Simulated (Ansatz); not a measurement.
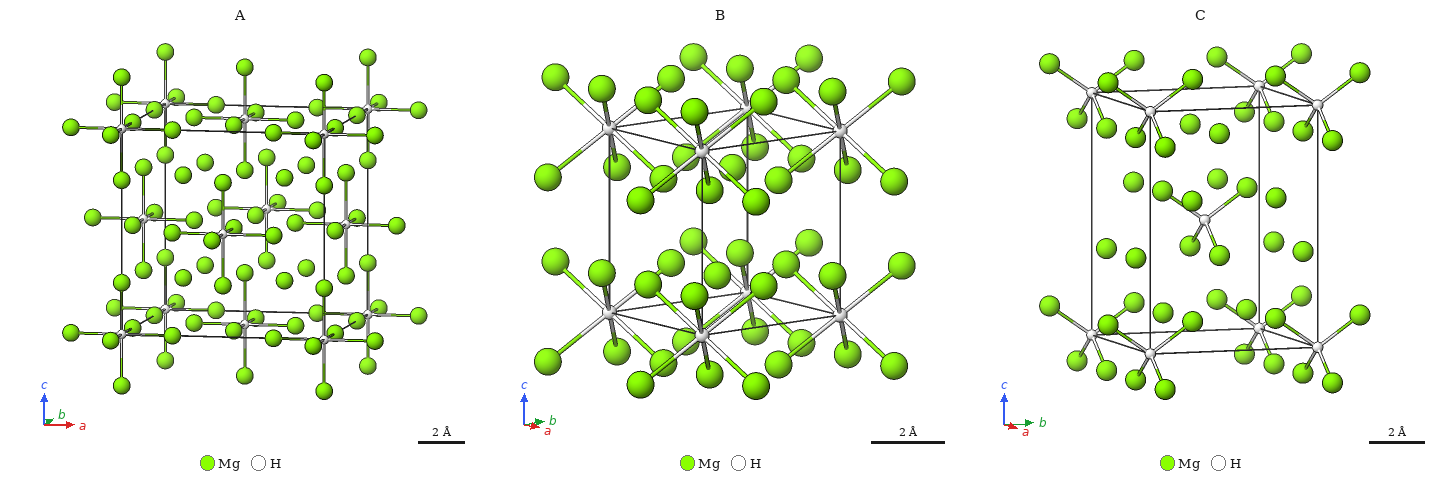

Three structures of Mg8H, each relaxed to rest (conventional cells in solid outline, small ones repeated, each panel with its own scale). Method: Ansatz 0.2.0, DFT PBE, scalar-relativistic, plane waves, PAW, without spin polarisation.

### Give the type and space group of each panel.

A: 36 atoms a cell on a face-centred cubic lattice, Fm-3m; B: 9 atoms a cell on a primitive hexagonal lattice, P-3m1; C: 18 atoms a cell on a body-centred tetragonal lattice, I-4m2.

### Rank them by energy, lowest first.

C, then B (+11 meV/atom) and A (+32 meV/atom), energies at zero smearing.

### Collect the results in a table.

| panel | structure | E − E(lowest) (meV/atom) | volume (Å³/atom) | gap (eV) |
| --- | --- | --- | --- | --- |
| C | I-4m2 | 0 | 20.9 | metal |
| B | P-3m1 | 11 | 20.4 | metal |
| A | Fm-3m | 32 | 20.6 | metal |

Some of these may be structure types tried for this composition rather than known phases, and the most stable form need not be among them. Gaps are taken on the k-mesh or band path of each run.
